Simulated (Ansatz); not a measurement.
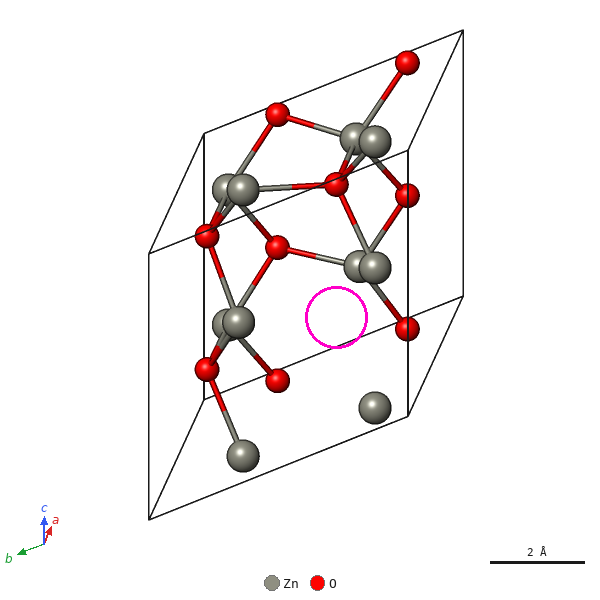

A ball-and-stick rendering, viewed from a general direction. One supercell is framed, with atoms on its boundary repeated. The host is ZnO, in a cell of 16 sites, and the cell carries a charge of +1. A ring marks the defect's site.

**What kind of defect was put in?**

An oxygen vacancy. Around the empty site lie four Zn at about 2.1 to 2.2 Å.

All computed values are from Ansatz 0.2.0, DFT PBE, scalar-relativistic, plane waves, PAW. Settings: plane waves to 420 eV, 3×3×3 k-mesh, Gaussian smearing of 0.01 eV, collinear spins.

**Is the defect magnetic?**

Yes, 0.3 μB in the cell.

The atoms were relaxed in the host's cell with Ansatz 0.2.0, DFT PBE, scalar-relativistic, plane waves, PAW.
